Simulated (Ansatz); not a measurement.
# Band-structure calculation of F (part 2 of 2)

Continued. System: F (C2/m, 4 atoms in the cell). Method: DFT, PBE0, plane waves, PAW, no spin polarisation (Ansatz 0.2.0); cutoff 420 eV, 6×6×4 k-mesh, fixed occupations. The structure derives from a Materials Project entry. The geometry comes from this level: r2scan-rvv10.

Geometry of the input (Å; fractional positions):
```
2.5993  -1.4921  -0.0047
2.5993  1.4921  -0.0047
-2.0735  0.0000  6.7859
F  0.5055  0.5055  0.4027
F  0.0850  0.0850  0.0970
F  0.4945  0.4945  0.5973
F  0.9150  0.9150  0.9030
```

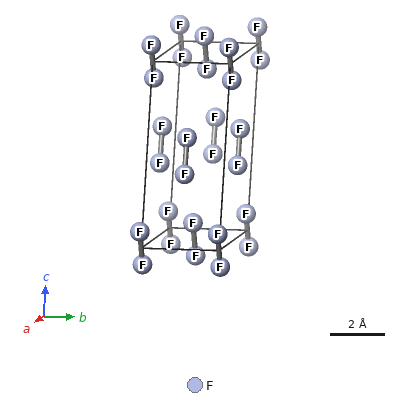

**Figure 1.** The input geometry (ball-and-stick view of the cell 2 times as large as that of the calculation, set on its symmetry axes, seen slightly off an axis).

**File bands.tsv**
```
# k_distance	band_0	band_1	band_2	band_3	band_4	band_5	band_6	band_7	band_8	band_9	band_10	band_11	band_12	band_13	band_14	band_15	band_16	band_17	band_18
# fermi_ev = -4.523203
# lock_threshold_ev = 1e-6
# [0, 0, 0] at k_distance = 0.000000
# [-0.3401663309, 0.3401663309, 0] at k_distance = 1.432445
# [-0.6598336691, -0.3401663309, 0] at k_distance = 2.907419
# [-0.5, -0.5, 0] at k_distance = 3.580480
# [-0.5, -0.5, 0.5] at k_distance = 4.043696
# [-0.6792524784, -0.3207475216, 0.5] at k_distance = 4.798530
# [-0.3207475216, 0.3207475216, 0.5] at k_distance = 6.196353
# [0, 0, 0.5] at k_distance = 7.547025
# [-0.5, 0, 0.5] at k_distance = 8.775035
# levels_relative_to = fermi_ev
# free_energy_ev = -3221.304744
# largest_residual_norms_ev = 3.009e-4 2.933e-4 2.762e-4 2.698e-4 5.288e-4 5.727e-4 1.138e-3 1.042e-3 1.957e-3 1.683e-3 1.442e-3 1.496e-3 1.616e-3 1.582e-3 7.759e-4 7.490e-4 1.428e-3 1.873e-3 1.982e-3
0.000000	-26.915565	-26.726693	-20.238746	-19.694664	-6.416567	-5.166615	-3.558914	-3.554047	-3.482756	-3.450903	-0.420925	-0.238076	-0.195728	-0.057214	6.673654	8.273525	13.139867	15.404557	16.963767
1.432445	-26.624597	-26.559042	-19.883816	-19.792265	-5.855809	-5.658165	-4.563098	-4.515036	-4.432624	-4.276526	-0.797465	-0.615765	-0.444833	-0.416528	7.541571	7.721184	18.720594	19.193824	20.318763
2.907419	-26.624597	-26.559042	-19.883816	-19.792265	-5.855809	-5.658165	-4.563098	-4.515036	-4.432624	-4.276526	-0.797465	-0.615765	-0.444833	-0.416528	7.541571	7.721184	18.720594	19.193824	20.318763
3.580480	-26.636842	-26.577008	-19.903670	-19.859764	-5.842974	-5.744810	-4.956236	-4.785317	-3.967089	-3.679631	-0.782276	-0.527677	-0.418346	0.000000	7.483970	7.649981	18.008520	18.728210	18.877757
4.043696	-26.636298	-26.577702	-19.894021	-19.868879	-5.925478	-5.920974	-4.682254	-4.674292	-3.849230	-3.813240	-0.777995	-0.716082	-0.216353	-0.187292	7.592429	7.608855	18.034409	18.320270	19.976146
4.798530	-26.623150	-26.564905	-19.847323	-19.819500	-5.789654	-5.768168	-4.651660	-4.505751	-4.296376	-4.210694	-0.885241	-0.671290	-0.540510	-0.301028	7.626510	7.666205	18.828201	18.974934	20.622708
6.196353	-26.623150	-26.564905	-19.847323	-19.819500	-5.789654	-5.768168	-4.651660	-4.505751	-4.296376	-4.210694	-0.885241	-0.671290	-0.540510	-0.301028	7.626510	7.666205	18.828201	18.974934	20.622708
7.547025	-26.851159	-26.795853	-19.985086	-19.953521	-5.843015	-5.814046	-3.523573	-3.504497	-3.483037	-3.471411	-0.361371	-0.332536	-0.136917	-0.114428	7.423919	7.455032	14.088455	14.115758	19.114434
8.775035	-26.672479	-26.574291	-19.955203	-19.716151	-5.975904	-5.454619	-5.044223	-4.746508	-3.873656	-3.640239	-1.040330	-0.647479	-0.485612	-0.178797	7.328282	7.935487	18.430251	18.514766	19.059122
```

**File rho_z.tsv**
```
# z_ang	rho[e/angstrom^3]
# format = ansatz-planar-average/11
# lattice	2.599345334	-1.492084344	-0.004700190
# lattice	2.599345334	1.492084344	-0.004700190
# lattice	-2.073487422	0.000000000	6.785893633
# sites	4
# site	9	1.793152141	0.000000000	2.727649623
# site	9	0.240536582	0.000000000	0.657719472
# site	9	1.332051106	0.000000000	4.048843630
# site	9	2.884666665	0.000000000	6.118773780
0.000000	2.925722e-1
0.147825	3.482559e-1
0.295650	5.208736e-1
0.443476	8.032272e-1
0.591301	1.106262e0
0.739126	1.187836e0
0.886951	9.536389e-1
1.034777	6.157796e-1
1.182602	3.471900e-1
1.330427	1.813826e-1
1.478252	9.628719e-2
1.626078	5.732372e-2
1.773903	4.655554e-2
1.921728	5.759055e-2
2.069553	9.698361e-2
2.217379	1.828806e-1
2.365204	3.499908e-1
2.513029	6.199764e-1
2.660854	9.587380e-1
2.808680	1.190438e0
2.956505	1.103370e0
3.104330	7.975750e-1
3.252155	5.159029e-1
3.399981	3.445573e-1
3.547806	2.894891e-1
3.695631	3.445573e-1
3.843456	5.159029e-1
3.991281	7.975750e-1
4.139107	1.103370e0
4.286932	1.190438e0
4.434757	9.587380e-1
4.582582	6.199764e-1
4.730408	3.499908e-1
4.878233	1.828806e-1
5.026058	9.698361e-2
5.173883	5.759055e-2
5.321709	4.655554e-2
5.469534	5.732372e-2
5.617359	9.628719e-2
5.765184	1.813826e-1
5.913010	3.471900e-1
6.060835	6.157796e-1
6.208660	9.536389e-1
6.356485	1.187836e0
6.504311	1.106262e0
6.652136	8.032272e-1
6.799961	5.208736e-1
6.947786	3.482559e-1
```

**File v_z.tsv**
```
# z_ang	v_es[eV]	v_tot[eV]
# format = ansatz-planar-average/11
# xc	pbe0
# density_cutoff_ev	1680
# datasets	F=:simpson_from_first_knot:soft:fock:shift=0
# lattice	2.599345334	-1.492084344	-0.004700190
# lattice	2.599345334	1.492084344	-0.004700190
# lattice	-2.073487422	0.000000000	6.785893633
# sites	4
# site	9	1.793152141	0.000000000	2.727649623
# site	9	0.240536582	0.000000000	0.657719472
# site	9	1.332051106	0.000000000	4.048843630
# site	9	2.884666665	0.000000000	6.118773780
0.000000	3.076046e0	-3.274344e0
0.147825	1.929357e0	-4.610494e0
0.295650	9.959531e-2	-6.911664e0
0.443476	-1.164581e0	-8.729097e0
0.591301	-1.640474e0	-9.600891e0
0.739126	-1.434577e0	-9.486413e0
0.886951	-7.565633e-1	-8.558674e0
1.034777	6.190939e-1	-6.614394e0
1.182602	2.518213e0	-3.915989e0
1.330427	4.569166e0	-9.136263e-1
1.478252	5.706167e0	1.077421e0
1.626078	5.886366e0	1.783950e0
1.773903	5.978613e0	2.052408e0
1.921728	5.881607e0	1.770831e0
2.069553	5.693072e0	1.046779e0
2.217379	4.534522e0	-9.639068e-1
2.365204	2.477888e0	-3.971464e0
2.513029	5.838253e-1	-6.663408e0
2.660854	-7.816528e-1	-8.590752e0
2.808680	-1.452256e0	-9.506123e0
2.956505	-1.656335e0	-9.612344e0
3.104330	-1.175182e0	-8.727174e0
3.252155	9.509157e-2	-6.891585e0
3.399981	1.928279e0	-4.575940e0
3.547806	3.080539e0	-3.231168e0
3.695631	1.928279e0	-4.575940e0
3.843456	9.509157e-2	-6.891585e0
3.991281	-1.175182e0	-8.727174e0
4.139107	-1.656335e0	-9.612344e0
4.286932	-1.452256e0	-9.506123e0
4.434757	-7.816528e-1	-8.590752e0
4.582582	5.838253e-1	-6.663408e0
4.730408	2.477888e0	-3.971464e0
4.878233	4.534522e0	-9.639068e-1
5.026058	5.693072e0	1.046779e0
5.173883	5.881607e0	1.770831e0
5.321709	5.978613e0	2.052408e0
5.469534	5.886366e0	1.783950e0
5.617359	5.706167e0	1.077421e0
5.765184	4.569166e0	-9.136263e-1
5.913010	2.518213e0	-3.915989e0
6.060835	6.190939e-1	-6.614394e0
6.208660	-7.565633e-1	-8.558674e0
6.356485	-1.434577e0	-9.486413e0
6.504311	-1.640474e0	-9.600891e0
6.652136	-1.164581e0	-8.729097e0
6.799961	9.959531e-2	-6.911664e0
6.947786	1.929357e0	-4.610494e0
```

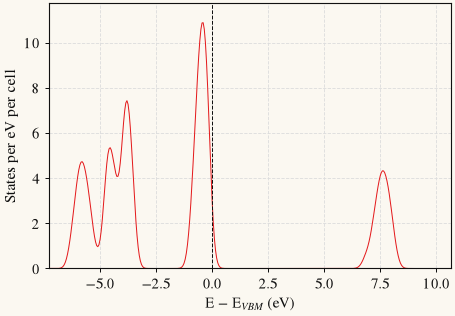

**Figure 2.** Density of states (the curve is built from the levels of the k mesh with Gaussians 0.4 eV wide, which also blur the band edges), with energies from the valence-band top. There is a gap of 6.67 eV on the k-point mesh. Small ripples come from the finite k-point mesh.

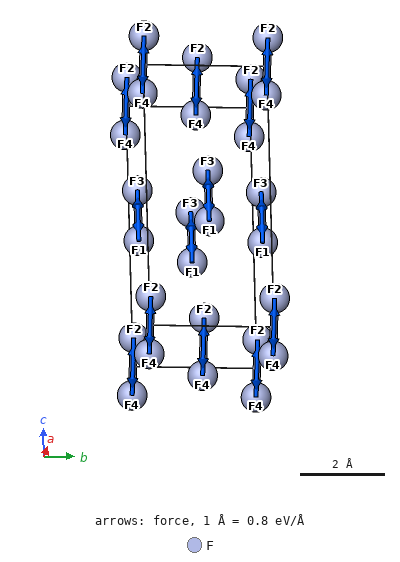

**Figure 3.** Forces on the atoms as blue arrows (ball-and-stick view of the cell 2 times as large as that of the calculation, set on its symmetry axes, seen at an oblique angle; atoms are numbered from 1 in the order of the input). The largest act on F2, F4 (0.99 eV/Å); F1, F3 (0.97 eV/Å). The geometry is not a stationary point of this energy.

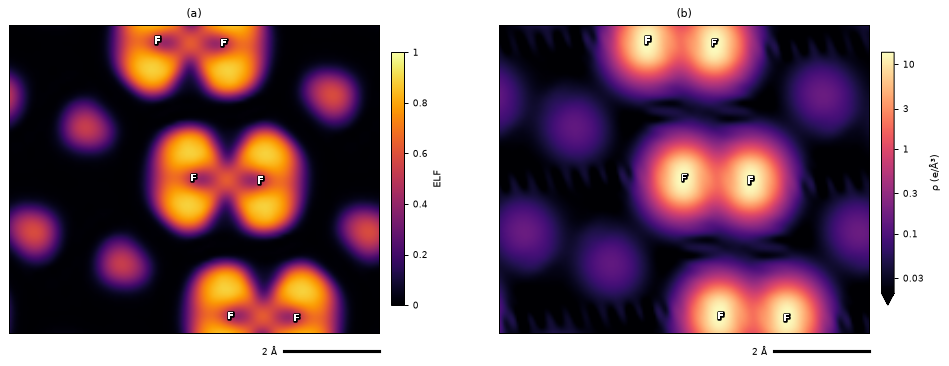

**Figure 4.** (a) ELF; (b) valence charge density (pseudo) on the (11̄0) plane of the conventional cell. The section cuts through F sites. F–F (1.40 Å): ρ is about 2 e/Å³ halfway; the ELF peaks at about 0.65 between the atoms. The density dies away to nearly zero in the voids. Core electrons are frozen (PAW), so the fields are smoothed inside the atomic spheres.

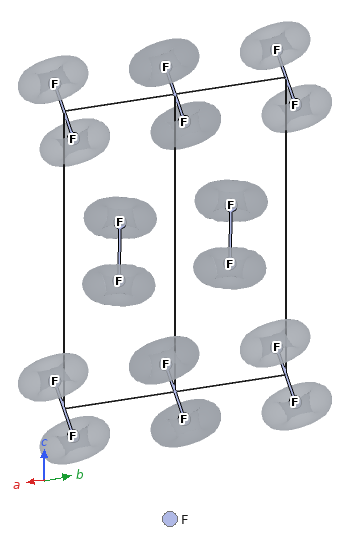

**Figure 5.** Isosurface of the electron localisation function at 0.8 (grey), seen along [110]. Only the valence region is drawn (cores and ρ < 0.01 e/Å³ removed). Sticks mark near contacts. The outline is the cell set on symmetry axes. Profiles from the grid: F–F (1.40 Å): the ELF peaks at about 0.65 between the atoms.

**Summary**

| quantity | value |
| --- | --- |
| outcome | converged |
| space group (tolerance 0.01 Å) | C2/m (12) |
| electrons treated | 28 |
| free energy | −3221.3047 eV |
| Fermi energy | −4.523 eV |
| gap on the k-point mesh | 6.67 eV |
| pressure | 0.08 GPa |
| largest force (length of the vector) | 0.990 eV/Å |
| hardware | 2 threads of Arm Neoverse V1, 24 GiB of memory available, shared host |
| wall time | 68 s (CPU time 2.2 min) |
| peak memory | 1.1 GiB |

**Notes**

Warnings of the run: the exchange loop's threshold is looser than advised for the stress; the SCF threshold is looser than advised for the printed stress.
